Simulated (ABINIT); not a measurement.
**Band-structure run of TiAl (part 4 of 4)**

Continued. System: TiAl (P-6m2, 2 atoms in the cell). Method: Kohn-Sham DFT of a periodic cell, AM05, JTH PAW PBE v2.0, no spin polarisation (ABINIT 10.8.3); cutoff 489.81 eV, 11×11×6 k-mesh, fermi-dirac of 0.05 eV. The structure derives from a Materials Project entry.

Geometry of the input (Å; fractional positions):
```
2.8673  0.0000  0.0000
-1.4336  2.4831  0.0000
0.0000  0.0000  4.6781
Ti 0.0000  0.0000  0.0000
Al 0.3333  0.6667  0.5000
```

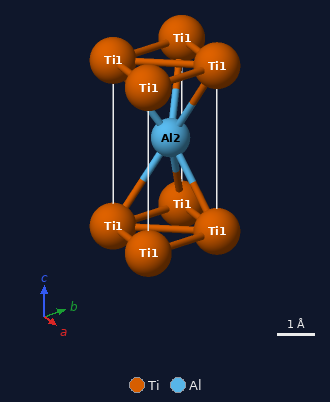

*The structure (ball-and-stick view of the cell of the calculation, seen slightly off an axis; atoms are numbered from 1 in the order of the input). An atom can appear more than once, as a periodic image.*

## Output, continued
```
--- !ResultsGS
iteration_state: {dtset: 2, }
comment   : Summary of ground state results
lattice_vectors:
- [  5.4183403,   0.0000000,   0.0000000, ]
- [ -2.7091702,   4.6924204,   0.0000000, ]
- [  0.0000000,   0.0000000,   8.8402957, ]
lattice_lengths: [   5.41834,    5.41834,    8.84030, ]
lattice_angles: [ 90.000,  90.000, 120.000, ] # degrees, (23, 13, 12)
lattice_volume:   2.2476567E+02
convergence: {deltae:  0.000E+00, res2:  0.000E+00, residm:  9.992E-12, diffor:  0.000E+00, }
etotal    :  -6.06669775E+01
entropy   :   0.00000000E+00
fermie    :   2.87906220E-01
cartesian_stress_tensor: null
pressure_GPa: null
xred      :
- [  0.0000E+00,   0.0000E+00,   0.0000E+00, Ti]
- [  3.3333E-01,   6.6667E-01,   5.0000E-01, Al]
cartesian_forces: null
force_length_stats: {min: null, max: null, mean: null, }
...

 Integrated electronic density in atomic spheres:
 ------------------------------------------------
 Atom  Sphere_radius  Integrated_density
    1        2.30803         10.16574421
    2        1.90363          0.75355729

================================================================================

 ----iterations are completed or convergence reached----

 Mean square residual over all n,k,spin=   41.126E-13; max=  99.917E-13
 reduced coordinates (array xred) for    2 atoms
       0.000000000000      0.000000000000      0.000000000000
       0.333333333333      0.666666666667      0.500000000000

 cartesian coordinates (angstrom) at end:
    1      0.00000000000000     0.00000000000000     0.00000000000000
    2      0.00000000005292     1.65541462072830     2.33904149842171
 length scales=  1.000000000000  1.000000000000  1.000000000000 bohr
              =  0.529177210544  0.529177210544  0.529177210544 angstroms
 Eigenvalues (hartree) for nkpt=  56  k points:
 kpt#   1, nband= 18, wtk=  1.00000, kpt=  0.0000  0.0000  0.0000 (reduced coord)
  -1.77544   -0.91173   -0.89614   -0.89614   -0.03874    0.20438    0.22135    0.33571
   0.33571    0.39024    0.39024    0.43277    0.76394    0.76394    0.78900    0.78900
   0.80707    0.91487
 kpt#   2, nband= 18, wtk=  1.00000, kpt=  0.0556  0.0000  0.0000 (reduced coord)
  -1.77533   -0.91162   -0.89681   -0.89629   -0.03591    0.20748    0.22170    0.33296
   0.33803    0.38944    0.39084    0.43343    0.71534    0.73528    0.77971    0.82202
   0.84210    0.91706
 kpt#   3, nband= 18, wtk=  1.00000, kpt=  0.1111  0.0000  0.0000 (reduced coord)
  -1.77502   -0.91132   -0.89873   -0.89672   -0.02748    0.21641    0.22270    0.32541
   0.34484    0.38718    0.39276    0.43527    0.64730    0.70120    0.76077    0.85984
   0.86916    0.87863
 kpt#   4, nband= 18, wtk=  1.00000, kpt=  0.1667  0.0000  0.0000 (reduced coord)
  -1.77454   -0.91085   -0.90165   -0.89739   -0.01358    0.22420    0.22977    0.31502
   0.35573    0.38377    0.39628    0.43782    0.58114    0.67079    0.74004    0.80298
   0.90472    0.92207
 kpt#   5, nband= 18, wtk=  1.00000, kpt=  0.2222  0.0000  0.0000 (reduced coord)
  -1.77396   -0.91028   -0.90520   -0.89820    0.00558    0.22600    0.24424    0.30461
   0.36994    0.37967    0.40170    0.43984    0.52242    0.64437    0.72037    0.74938
   0.89862    0.91422
 kpt#   6, nband= 18, wtk=  1.00000, kpt=  0.2778  0.0000  0.0000 (reduced coord)
  -1.77333   -0.90966   -0.90893   -0.89906    0.02972    0.22786    0.25324    0.29696
   0.37541    0.38638    0.40920    0.43687    0.48078    0.62193    0.70090    0.70295
   0.85621    0.90744
 kpt#   7, nband= 18, wtk=  1.00000, kpt=  0.3333  0.0000  0.0000 (reduced coord)
  -1.77274   -0.91239   -0.90909   -0.89986    0.05848    0.22955    0.25154    0.28741
   0.37150    0.40345    0.41855    0.42615    0.46866    0.60346    0.65889    0.68837
   0.80345    0.89620
 kpt#   8, nband= 18, wtk=  1.00000, kpt=  0.3889  0.0000  0.0000 (reduced coord)
  -1.77226   -0.91519   -0.90861   -0.90052    0.09127    0.23090    0.23969    0.26843
   0.36836    0.41897    0.42665    0.42870    0.47211    0.58919    0.62505    0.67657
   0.75425    0.88277
 kpt#   9, nband= 18, wtk=  1.00000, kpt=  0.4444  0.0000  0.0000 (reduced coord)
  -1.77195   -0.91701   -0.90830   -0.90094    0.12672    0.21190    0.23176    0.25558
   0.36635    0.43020    0.43465    0.43732    0.48045    0.57983    0.60211    0.66700
   0.71877    0.86763
 kpt#  10, nband= 18, wtk=  1.00000, kpt=  0.5000  0.0000  0.0000 (reduced coord)
  -1.77184   -0.91764   -0.90820   -0.90109    0.15301    0.18609    0.23205    0.25241
   0.36565    0.43436    0.43824    0.44086    0.48556    0.57650    0.59376    0.66213
   0.70621    0.86412
 kpt#  11, nband= 18, wtk=  1.00000, kpt=  0.4667  0.0667  0.0000 (reduced coord)
  -1.77180   -0.91734   -0.90816   -0.90169    0.15597    0.18808    0.23398    0.25442
   0.35699    0.42072    0.43910    0.45041    0.49704    0.54557    0.59434    0.67582
   0.73320    0.80833
 kpt#  12, nband= 18, wtk=  1.00000, kpt=  0.4333  0.1333  0.0000 (reduced coord)
  -1.77169   -0.91646   -0.90806   -0.90339    0.16468    0.19390    0.23967    0.25919
   0.33845    0.39975    0.43518    0.47173    0.48006    0.54053    0.59591    0.68123
   0.74934    0.79893
 kpt#  13, nband= 18, wtk=  1.00000, kpt=  0.4000  0.2000  0.0000 (reduced coord)
  -1.77156   -0.91507   -0.90793   -0.90585    0.17870    0.20301    0.24880    0.26186
   0.31791    0.37982    0.41872    0.45025    0.49709    0.57332    0.59770    0.68286
   0.69736    0.79417
 kpt#  14, nband= 18, wtk=  1.00000, kpt=  0.3667  0.2667  0.0000 (reduced coord)
  -1.77144   -0.91325   -0.90860   -0.90781    0.19725    0.21447    0.25213    0.26048
   0.29893    0.36439    0.39769    0.44219    0.52224    0.59656    0.61113    0.65828
   0.68041    0.74456
 kpt#  15, nband= 18, wtk=  1.00000, kpt=  0.3333  0.3333  0.0000 (reduced coord)
  -1.77138   -0.91119   -0.91106   -0.90776    0.21582    0.22665    0.22724    0.26909
   0.28788    0.35941    0.39134    0.44011    0.53652    0.59087    0.64387    0.64449
   0.66227    0.72422
 kpt#  16, nband= 18, wtk=  1.00000, kpt=  0.3030  0.3030  0.0000 (reduced coord)
  -1.77144   -0.91281   -0.90903   -0.90781    0.18612    0.23767    0.24331    0.26182
   0.29704    0.36168    0.39509    0.44207    0.52275    0.60141    0.60955    0.65230
   0.69249    0.73396
 kpt#  17, nband= 18, wtk=  1.00000, kpt=  0.2727  0.2727  0.0000 (reduced coord)
  -1.77162   -0.91363   -0.90798   -0.90690    0.14858    0.24782    0.25160    0.26446
   0.31248    0.36585    0.40595    0.44762    0.49679    0.56644    0.62189    0.67217
   0.73091    0.75705
 kpt#  18, nband= 18, wtk=  1.00000, kpt=  0.2424  0.2424  0.0000 (reduced coord)
  -1.77193   -0.91344   -0.90829   -0.90482    0.11224    0.24307    0.25732    0.27984
   0.32861    0.37181    0.42438    0.45537    0.47077    0.52759    0.64397    0.70142
   0.76935    0.79030
 kpt#  19, nband= 18, wtk=  1.00000, kpt=  0.2121  0.2121  0.0000 (reduced coord)
  -1.77237   -0.91220   -0.90872   -0.90287    0.07868    0.23657    0.26653    0.28392
   0.34391    0.38194    0.44478    0.44780    0.46666    0.50032    0.66835    0.73727
   0.80623    0.82997
 kpt#  20, nband= 18, wtk=  1.00000, kpt=  0.1818  0.1818  0.0000 (reduced coord)
  -1.77290   -0.91005   -0.90924   -0.90111    0.04867    0.23182    0.27045    0.28290
   0.35741    0.38840    0.42881    0.44908    0.48638    0.50569    0.69706    0.77739
   0.83526    0.86112
 kpt#  21, nband= 18, wtk=  1.00000, kpt=  0.1515  0.1515  0.0000 (reduced coord)
  -1.77350   -0.90982   -0.90723   -0.89960    0.02265    0.22840    0.25876    0.29226
   0.36854    0.38152    0.41410    0.44403    0.51746    0.54003    0.73137    0.81996
   0.84072    0.85846
 kpt#  22, nband= 18, wtk=  1.00000, kpt=  0.1212  0.1212  0.0000 (reduced coord)
  -1.77409   -0.91041   -0.90407   -0.89835    0.00093    0.22589    0.24291    0.30426
   0.36755    0.37709    0.40355    0.44045    0.56080    0.58272    0.77170    0.82682
   0.84805    0.86266
 kpt#  23, nband= 18, wtk=  1.00000, kpt=  0.0909  0.0909  0.0000 (reduced coord)
  -1.77463   -0.91094   -0.90101   -0.89738   -0.01625    0.22398    0.22762    0.31613
   0.35415    0.38323    0.39668    0.43750    0.61204    0.62950    0.81106    0.81773
   0.83650    0.90161
 kpt#  24, nband= 18, wtk=  1.00000, kpt=  0.0606  0.0606  0.0000 (reduced coord)
  -1.77506   -0.91136   -0.89844   -0.89669   -0.02868    0.21519    0.22256    0.32630
   0.34399    0.38726    0.39271    0.43502    0.66790    0.67885    0.79816    0.82501
   0.86812    0.89059
 kpt#  25, nband= 18, wtk=  1.00000, kpt=  0.0303  0.0303  0.0000 (reduced coord)
  -1.77534   -0.91164   -0.89674   -0.89627   -0.03621    0.20715    0.22166    0.33324
   0.33779    0.38951    0.39079    0.43336    0.72423    0.72891    0.78993    0.81008
   0.84309    0.92085
 kpt#  26, nband= 18, wtk=  1.00000, kpt=  0.0000  0.0000  0.0000 (reduced coord)
  -1.77544   -0.91173   -0.89614   -0.89614   -0.03874    0.20438    0.22135    0.33571
   0.33571    0.39024    0.39024    0.43277    0.76394    0.76394    0.78900    0.78900
   0.80707    0.91487
 kpt#  27, nband= 18, wtk=  1.00000, kpt=  0.0000  0.0000  0.1000 (reduced coord)
  -1.77544   -0.91175   -0.89614   -0.89614   -0.03643    0.18269    0.23819    0.33576
   0.33576    0.38997    0.38997    0.44052    0.76674    0.76674    0.78719    0.78719
   0.80424    0.87835
 kpt#  28, nband= 18, wtk=  1.00000, kpt=  0.0000  0.0000  0.2000 (reduced coord)
  -1.77544   -0.91179   -0.89614   -0.89614   -0.02982    0.15292    0.25484    0.33588
   0.33588    0.38928    0.38928    0.46210    0.77454    0.77454    0.78271    0.78271
   0.78599    0.85008
 kpt#  29, nband= 18, wtk=  1.00000, kpt=  0.0000  0.0000  0.3000 (reduced coord)
  -1.77543   -0.91184   -0.89614   -0.89614   -0.02010    0.12488    0.26546    0.33602
   0.33602    0.38844    0.38844    0.49260    0.74746    0.77762    0.77762    0.78533
   0.78533    0.84711
 kpt#  30, nband= 18, wtk=  1.00000, kpt=  0.0000  0.0000  0.4000 (reduced coord)
  -1.77543   -0.91188   -0.89614   -0.89614   -0.01014    0.10334    0.27115    0.33614
   0.33614    0.38777    0.38777    0.52328    0.70948    0.77380    0.77380    0.79534
   0.79534    0.85347
 kpt#  31, nband= 18, wtk=  1.00000, kpt=  0.0000  0.0000  0.5000 (reduced coord)
  -1.77543   -0.91190   -0.89614   -0.89614   -0.00550    0.09475    0.27293    0.33618
   0.33618    0.38751    0.38751    0.53797    0.69225    0.77240    0.77240    0.79957
   0.79957    0.85791
 kpt#  32, nband= 18, wtk=  1.00000, kpt=  0.0556  0.0000  0.5000 (reduced coord)
  -1.77533   -0.91179   -0.89681   -0.89629   -0.00311    0.09796    0.27476    0.33360
   0.33852    0.38271    0.38657    0.54402    0.69227    0.73026    0.74913    0.79863
   0.82798    0.85051
 kpt#  33, nband= 18, wtk=  1.00000, kpt=  0.1111  0.0000  0.5000 (reduced coord)
  -1.77502   -0.91148   -0.89873   -0.89672    0.00404    0.10743    0.27996    0.32662
   0.34538    0.37022    0.38388    0.55903    0.66679    0.69229    0.72085    0.77922
   0.82044    0.87165
 kpt#  34, nband= 18, wtk=  1.00000, kpt=  0.1667  0.0000  0.5000 (reduced coord)
  -1.77454   -0.91100   -0.90164   -0.89739    0.01589    0.12261    0.28720    0.31774
   0.35325    0.35634    0.37983    0.56857    0.61519    0.69186    0.69654    0.75583
   0.77063    0.86886
 kpt#  35, nband= 18, wtk=  1.00000, kpt=  0.2222  0.0000  0.5000 (reduced coord)
  -1.77396   -0.91041   -0.90519   -0.89820    0.03232    0.14255    0.29125    0.31344
   0.33352    0.37064    0.37497    0.53084    0.61651    0.67646    0.68683    0.71974
   0.73806    0.83530
 kpt#  36, nband= 18, wtk=  1.00000, kpt=  0.2778  0.0000  0.5000 (reduced coord)
  -1.77333   -0.90978   -0.90891   -0.89906    0.05313    0.16571    0.28651    0.31093
   0.32012    0.36992    0.38714    0.48290    0.62889    0.65075    0.66044    0.70210
   0.73451    0.80468
 kpt#  37, nband= 18, wtk=  1.00000, kpt=  0.3333  0.0000  0.5000 (reduced coord)
  -1.77274   -0.91238   -0.90919   -0.89986    0.07798    0.18933    0.28170    0.28440
   0.32941    0.36528    0.40417    0.44391    0.60353    0.63064    0.64825    0.70198
   0.75027    0.77796
 kpt#  38, nband= 18, wtk=  1.00000, kpt=  0.3889  0.0000  0.5000 (reduced coord)
  -1.77226   -0.91518   -0.90870   -0.90051    0.10622    0.20861    0.25362    0.28406
   0.33450    0.36158    0.41692    0.41949    0.56428    0.62577    0.63969    0.70399
   0.75658    0.77927
 kpt#  39, nband= 18, wtk=  1.00000, kpt=  0.4444  0.0000  0.5000 (reduced coord)
  -1.77195   -0.91699   -0.90839   -0.90094    0.13590    0.21891    0.22130    0.29633
   0.33133    0.35920    0.40171    0.43040    0.53846    0.62089    0.63462    0.70616
   0.74240    0.81214
 kpt#  40, nband= 18, wtk=  1.00000, kpt=  0.5000  0.0000  0.5000 (reduced coord)
  -1.77184   -0.91762   -0.90828   -0.90109    0.15489    0.20118    0.22158    0.30818
   0.32387    0.35838    0.39687    0.43439    0.52951    0.61901    0.63293    0.70711
   0.73737    0.83194
 kpt#  41, nband= 18, wtk=  1.00000, kpt=  0.4667  0.0667  0.5000 (reduced coord)
  -1.77180   -0.91732   -0.90824   -0.90169    0.15746    0.20310    0.22501    0.30627
   0.32472    0.35238    0.39794    0.43729    0.52883    0.56968    0.68581    0.70240
   0.72115    0.84053
 kpt#  42, nband= 18, wtk=  1.00000, kpt=  0.4333  0.1333  0.5000 (reduced coord)
  -1.77169   -0.91644   -0.90814   -0.90339    0.16510    0.20866    0.23465    0.30110
   0.32721    0.33516    0.40087    0.44572    0.52151    0.52697    0.65587    0.73039
   0.74393    0.86273
 kpt#  43, nband= 18, wtk=  1.00000, kpt=  0.4000  0.2000  0.5000 (reduced coord)
  -1.77156   -0.91505   -0.90800   -0.90585    0.17769    0.21703    0.24833    0.29444
   0.30903    0.33068    0.40484    0.45904    0.48409    0.52448    0.60295    0.75247
   0.79655    0.88298
 kpt#  44, nband= 18, wtk=  1.00000, kpt=  0.3667  0.2667  0.5000 (reduced coord)
  -1.77144   -0.91323   -0.90859   -0.90788    0.19496    0.22494    0.26131    0.27942
   0.28921    0.33365    0.40802    0.46064    0.47620    0.52140    0.55848    0.78136
   0.83973    0.85506
 kpt#  45, nband= 18, wtk=  1.00000, kpt=  0.3333  0.3333  0.5000 (reduced coord)
  -1.77138   -0.91117   -0.91105   -0.90783    0.21478    0.21850    0.26429    0.26624
   0.28836    0.33468    0.40863    0.45323    0.48986    0.51442    0.54029    0.80801
   0.82702    0.85982
 kpt#  46, nband= 18, wtk=  1.00000, kpt=  0.3030  0.3030  0.5000 (reduced coord)
  -1.77144   -0.91279   -0.90902   -0.90788    0.18846    0.23942    0.26373    0.27118
   0.28581    0.33424    0.41005    0.45761    0.47676    0.52888    0.54925    0.78332
   0.84106    0.85407
 kpt#  47, nband= 18, wtk=  1.00000, kpt=  0.2727  0.2727  0.5000 (reduced coord)
  -1.77162   -0.91361   -0.90806   -0.90690    0.15613    0.25532    0.26399    0.27900
   0.28304    0.33298    0.41745    0.45922    0.46818    0.55370    0.57180    0.75514
   0.80304    0.90161
 kpt#  48, nband= 18, wtk=  1.00000, kpt=  0.2424  0.2424  0.5000 (reduced coord)
  -1.77193   -0.91342   -0.90837   -0.90482    0.12462    0.23642    0.27685    0.28747
   0.29709    0.32958    0.43309    0.44237    0.48334    0.58288    0.60431    0.73311
   0.76313    0.90030
 kpt#  49, nband= 18, wtk=  1.00000, kpt=  0.2121  0.2121  0.5000 (reduced coord)
  -1.77236   -0.91219   -0.90881   -0.90287    0.09551    0.21133    0.28018    0.30284
   0.31821    0.32339    0.42451    0.45690    0.50343    0.61616    0.64367    0.71847
   0.72507    0.89188
 kpt#  50, nband= 18, wtk=  1.00000, kpt=  0.1818  0.1818  0.5000 (reduced coord)
  -1.77290   -0.91004   -0.90935   -0.90111    0.06949    0.18507    0.28703    0.31498
   0.31528    0.33986    0.40545    0.48786    0.52930    0.65173    0.68811    0.69003
   0.71149    0.87675
 kpt#  51, nband= 18, wtk=  1.00000, kpt=  0.1515  0.1515  0.5000 (reduced coord)
  -1.77349   -0.90994   -0.90721   -0.89959    0.04700    0.16017    0.29630    0.30539
   0.32843    0.35745    0.38646    0.52466    0.56063    0.65976    0.68169    0.71747
   0.73650    0.85938
 kpt#  52, nband= 18, wtk=  1.00000, kpt=  0.1212  0.1212  0.5000 (reduced coord)
  -1.77409   -0.91054   -0.90407   -0.89834    0.02831    0.13807    0.29550    0.30710
   0.34279    0.36918    0.37019    0.56216    0.59379    0.64228    0.69095    0.74883
   0.78770    0.84050
 kpt#  53, nband= 18, wtk=  1.00000, kpt=  0.0909  0.0909  0.5000 (reduced coord)
  -1.77463   -0.91108   -0.90100   -0.89737    0.01361    0.11978    0.28653    0.31791
   0.35496    0.35786    0.37868    0.57201    0.63195    0.66095    0.69217    0.78965
   0.82635    0.84071
 kpt#  54, nband= 18, wtk=  1.00000, kpt=  0.0606  0.0606  0.5000 (reduced coord)
  -1.77506   -0.91152   -0.89844   -0.89668    0.00302    0.10609    0.27928    0.32736
   0.34456    0.37221    0.38388    0.55727    0.68344    0.69230    0.70188    0.81538
   0.82750    0.84016
 kpt#  55, nband= 18, wtk=  1.00000, kpt=  0.0303  0.0303  0.5000 (reduced coord)
  -1.77534   -0.91180   -0.89673   -0.89627   -0.00337    0.09762    0.27457    0.33386
   0.33828    0.38323    0.38665    0.54340    0.69227    0.73718    0.74502    0.80689
   0.82002    0.85147
 kpt#  56, nband= 18, wtk=  1.00000, kpt=  0.0000  0.0000  0.5000 (reduced coord)
  -1.77543   -0.91190   -0.89614   -0.89614   -0.00550    0.09475    0.27293    0.33618
   0.33618    0.38751    0.38751    0.53797    0.69225    0.77240    0.77240    0.79957
   0.79957    0.85791

== END DATASET(S) ==============================================================
================================================================================

 -outvars: echo values of variables after computation  --------
            acell      1.0000000000E+00  1.0000000000E+00  1.0000000000E+00 Bohr
           etotal1    -6.0666977534E+01
            fcart1     0.0000000000E+00  0.0000000000E+00 -0.0000000000E+00
                       0.0000000000E+00  0.0000000000E+00 -0.0000000000E+00
            rprim      5.4183403473E+00  0.0000000000E+00  0.0000000000E+00
                      -2.7091701735E+00  4.6924203870E+00  0.0000000000E+00
                       0.0000000000E+00  0.0000000000E+00  8.8402956583E+00
           strten1     7.4974565635E-05  7.4974565948E-05  1.2644965173E-04
                       0.0000000000E+00  0.0000000000E+00 -2.0971877905E-13
           xangst      0.0000000000E+00  0.0000000000E+00  0.0000000000E+00
                       5.2917711545E-11  1.6554146207E+00  2.3390414984E+00
             xred      0.0000000000E+00  0.0000000000E+00  0.0000000000E+00
                       3.3333333333E-01  6.6666666667E-01  5.0000000000E-01
 Calculation completed.
```

## Summary

- outcome: converged
- space group (tolerance 0.01 Å): P-6m2 (187)
- electrons treated: 15
- free energy: −1650.8326 eV
- Fermi energy: 7.834 eV
- gap on the k-point mesh: none (metallic)
- pressure: −2.71 GPa
- largest force (length of the vector): under 0.001 eV/Å
- wall time: 39 s
- peak memory: 0.11 GiB
